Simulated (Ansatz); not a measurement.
C

The calculation's input:

```
crystal:
  lattice:
    - [3.5602834153, 0.0, 0.0]
    - [0.0, -3.5602834153, 0.0]
    - [0.0, 0.0, -3.5602834153]
  atoms:
    - { symbol: C, position: [0.5, 0.0, -0.0105328693] }
    - { symbol: C, position: [0.0, 0.5, 0.0] }
    - { symbol: C, position: [0.0, 0.0, 0.5] }
    - { symbol: C, position: [0.5, 0.5, 0.5] }
    - { symbol: C, position: [0.75, 0.75, 0.75] }
    - { symbol: C, position: [0.25, 0.25, 0.75] }
    - { symbol: C, position: [0.25, 0.75, 0.25] }
    - { symbol: C, position: [0.75, 0.25, 0.25] }
basis:
  ecutwfc: 500
kpoints:
  mp_grid: { grid: [6, 6, 6] }
hamiltonian:
  xc: r2scan
scf:
  occupations: { method: gaussian, width: 0.05 }
output:
  forces: true
  stress: true
  eigenvalues: true
  write_density: true
  write_potential: true
  elf: true
  volumetric_format: npy
```

Command:

```sh
ansatz run input.yaml --threads 1 --pin off --max-ram 2560MiB --backend cpu --events-out ev --progress --plain --runs-dir out
```

Below, planes, directions and counts refer to the conventional cell (a = 5.04 Å, b = 5.04 Å, c = 3.56 Å, α = 90.00°, β = 90.00°, γ = 90.00°).

Space group Cmm2; changed on purpose from its base cell (atom 1 (C) moved +0.037 A along Cartesian [0 0 1]); not relaxed (largest force 1.7 eV/Å).

The calculation used Ansatz 0.2.0, DFT r2SCAN, scalar-relativistic, plane waves, PAW.

In a PAW calculation such maps are meaningful between the atoms, not at the nuclei.

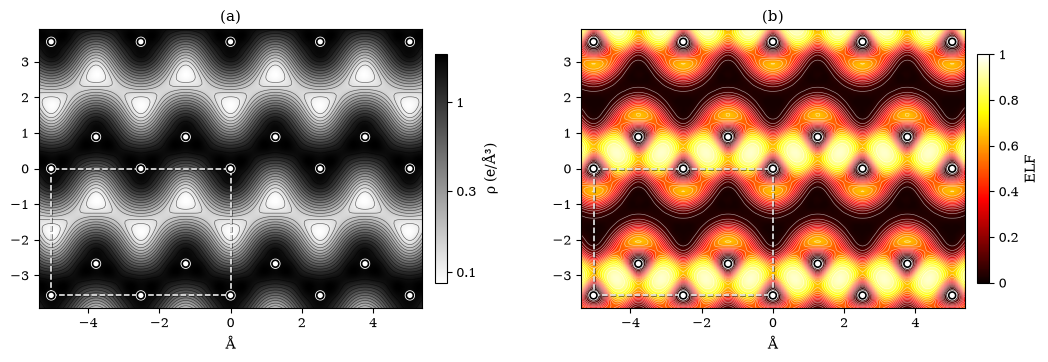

Figure 1. (a) valence charge density (pseudo); (b) ELF on the (100) plane of the conventional cell. Circles mark the nuclei in the plane (C).

**Describe what can be read from this map.**

Atoms in the plane: C.
C–C (1.54 Å): ρ at the midpoint is about 1.7 e/Å³; the ELF peaks at about 0.95 between the atoms: a shared electron pair.

Between the atoms the lowest density in this plane is 0.09 e/Å³.

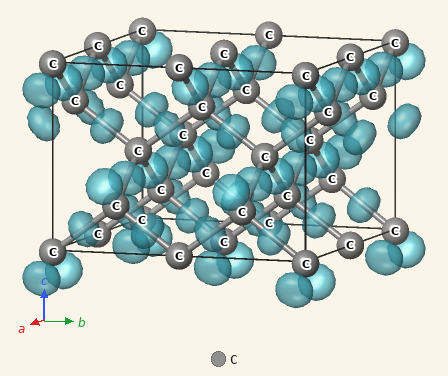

Figure 2. Isosurface of the ELF at 0.85 (cyan), seen slightly off an axis. Core shells and regions of very low density are left out. Sticks mark near contacts.

**Identify the bonds, lone pairs and shells in this picture.**

The ELF exceeds this value in 32 regions between bonded C–C atoms (shared pairs), counted in one cell of 16 atoms. Any copies at cell faces, edges or corners count once. Along the contacts the grid gives the following. C–C (1.52 Å): the ELF peaks at about 0.95 between the atoms; a covalent bond. C–C (1.56 Å): the ELF peaks at about 0.95 between the atoms; a shared electron pair.

**Metal or insulator at this level of theory?**

It is gapped, with a Kohn–Sham gap of 4.2 eV on the k-point mesh (the band edges may lie off the mesh, which would make the gap smaller).
